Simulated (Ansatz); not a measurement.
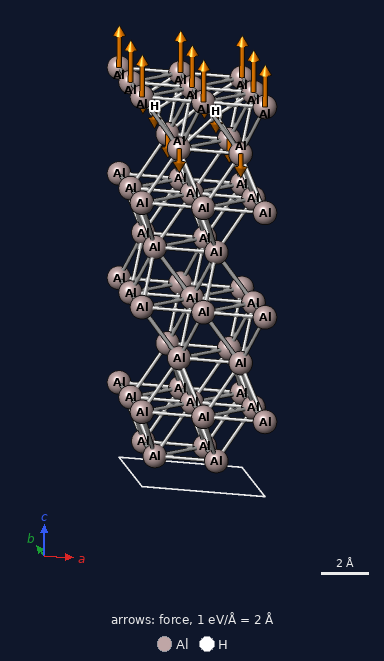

Starting geometry of a slab of composition Al₈H with the computed forces as orange arrows. The picture is a ball-and-stick view of the 2 × 2 repeat of the cell, outlined in the plane, without the vacuum, seen slightly off an axis.

4 atoms are held fixed.

Level of theory: DFT PBEsol, scalar-relativistic, plane waves, PAW; settings changed in Ansatz.

Input
```yaml
crystal:
  lattice:
    - [2.8362844922, 0.0, 0.0]
    - [-1.4181422461, 2.4562944226, 0.0]
    - [0.0, 0.0, 35.3137615421]
  atoms:
    - { symbol: Al, position: [0.3333333333, 0.6666666667, 0.2406993656] }
    - { symbol: Al, position: [0.0, 0.0, 0.3066945262] }
    - { symbol: Al, position: [0.6666666667, 0.3333333333, 0.3726896867] }
    - { symbol: Al, position: [0.0, 0.0, 0.4386848473] }
    - { symbol: Al, position: [0.3333333333, 0.6666666667, 0.5041562492] }
    - { symbol: Al, position: [0.0, 0.0, 0.5704373706] }
    - { symbol: Al, position: [0.6666666667, 0.3333333333, 0.6367922409] }
    - { symbol: Al, position: [0.0, 0.0, 0.7041304592] }
    - { symbol: H, position: [0.3333333333, 0.6666666667, 0.6769455896] }
basis:
  ecutwfc: 420
  ecutrho_ratio: 9
kpoints:
  mp_grid: { grid: [12, 12, 1], shift: [0.5, 0.5, 0.0] }
hamiltonian:
  xc: pbesol
scf:
  occupations: { method: gaussian, width: 0.1 }
  mixing: { preconditioner: none }
output:
  forces: true
  eigenvalues: true
relax:
  adjacent_minimum: "off"
  f_tol: 0.03
  max_steps: 70
  constraints: [{ sites: [0, 1, 2, 3] }]
efield:
  axis: 3
  dipole_correction: true
  ramp_width: 0.04
```

Launched with:
```bash
ansatz run input.yaml --threads 2 --pin off --max-ram 5120MiB --backend cpu --events-out ev --progress --plain --runs-dir out
```

### What follows when this structure is relaxed?

It isn't relaxed: the largest force vector, on Al8, is 0.96 eV/Å. The atoms end up moving mostly along the starting forces (cosine between the two patterns 0.88). The largest move is that of Al8, 0.30 Å along the normal (+c). Largest moves by element: Al 0.30 Å, H 0.16 Å. The cell stays as it was. Among the contacts that change: Al8–H9 1.898 → 2.175 Å, Al7–Al8 2.887 → 3.151 Å, Al8–H9 (another image) 1.898 → 2.154 Å, Al7–Al8 (another image) 2.887 → 3.129 Å. The energy falls by 0.155 eV per cell of the calculation in 4 accepted moves (5 points after the start). Largest force component: 0.96 eV/Å at the start, 0.019 eV/Å at the end. 1 step only repeated the SCF at the same geometry. Cost: 2.1 min on 2 threads of Intel(R) Xeon(R) Processor @ 2.70GHz, with other jobs on the host, peak memory 0.74 GiB.
